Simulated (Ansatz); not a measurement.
```
Ni
1.0
     5.07291    0.00000    0.00000
     0.00000    5.07291    0.00000
     0.00000    0.00000    5.07291
Ni
8
Direct
  0.75000 0.25000 0.25000
  0.25000 0.75000 0.25000
  0.25000 0.25000 0.75000
  0.75000 0.75000 0.75000
  0.50000 0.00000 0.00000
  0.00000 0.50000 0.00000
  0.00000 0.00000 0.50000
  0.50000 0.50000 0.50000
```

Space group Fd-3m; set up as Ni, diamond; a generated structure, not necessarily the stable one; changed on purpose from its base cell (volume × 1.04); computed pressure about −4 GPa in this cell; spin-polarised.

Theory: DFT, PBEsol, plane waves (420 eV) with PAW, scalar-relativistic (Ansatz 0.2.0).

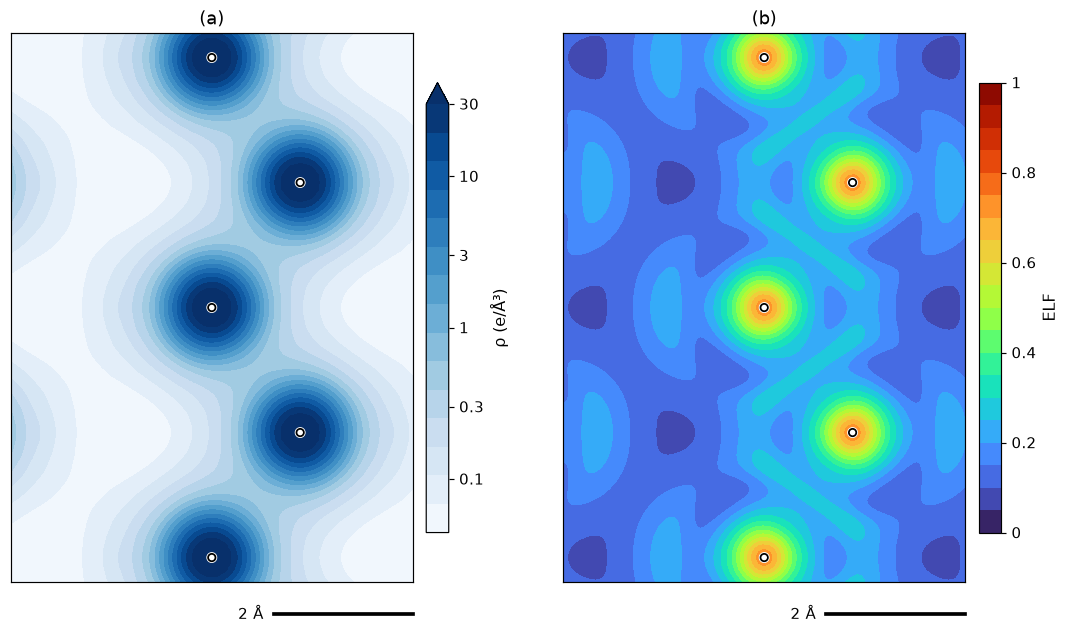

Ni. (a) valence pseudo-density; (b) ELF on the (101) plane of the conventional cell. Circles mark the nuclei in the plane (Ni).

In a PAW calculation such maps are meaningful between the atoms, not at the nuclei.

### What does the map show?

- The section cuts through Ni sites.
- Ni–Ni (2.20 Å): ρ is about 0.55 e/Å³ halfway; the ELF is about 0.25 at the midpoint: no localised pair shows between them.
- Between the atoms the lowest density in this plane is 0.04 e/Å³.
- The features right at Ni lie inside the PAW spheres, where the map follows smoothed inner orbitals and isn't to be read closely.

### Does the calculation make it a metal, or give it a gap?

It is gapless in this calculation (a metal or semimetal).
